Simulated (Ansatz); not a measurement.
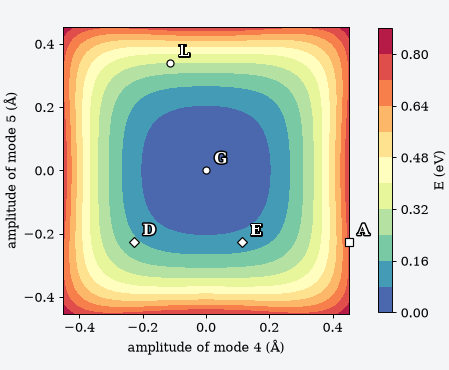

AgCl (Fm-3m, No. 225; 2 atoms in the cell). The energy is mapped over two normal modes frozen in (zone-centre modes of the 2-atom cell of this scan). The first coordinate is: amplitude of mode 4 (130 cm⁻¹), largest displacement; the second: amplitude of mode 5 (130 cm⁻¹), largest displacement. Nothing is relaxed (the cell and all other modes fixed). The scan uses a 9 × 9 grid; 15 points were computed and 66 follow by symmetry. Points are written as (first, second). Energies: eV per cell, counted from the lowest grid point. Theory: Ansatz 0.2.0, DFT LDA, scalar-relativistic, plane waves, PAW. Settings: cutoff 420 eV, k-mesh 10×10×10, gaussian smearing 0.05 eV, no spin polarisation.

In the figure: filled contours, lettered points. Between grid points the surface is interpolated.

Q: Is D the lowest point of the computed grid?

A: No. D lies 0.17 eV above the lowest grid point, which is at (0.000 Å, 0.000 Å).

Q: What kind of point is each of E, G, L: minimum, saddle, maximum or slope?

A: E: on a slope; G: minimum; L: on a slope. (In these two coordinates alone; a stationary point may lie a little off the grid point.)
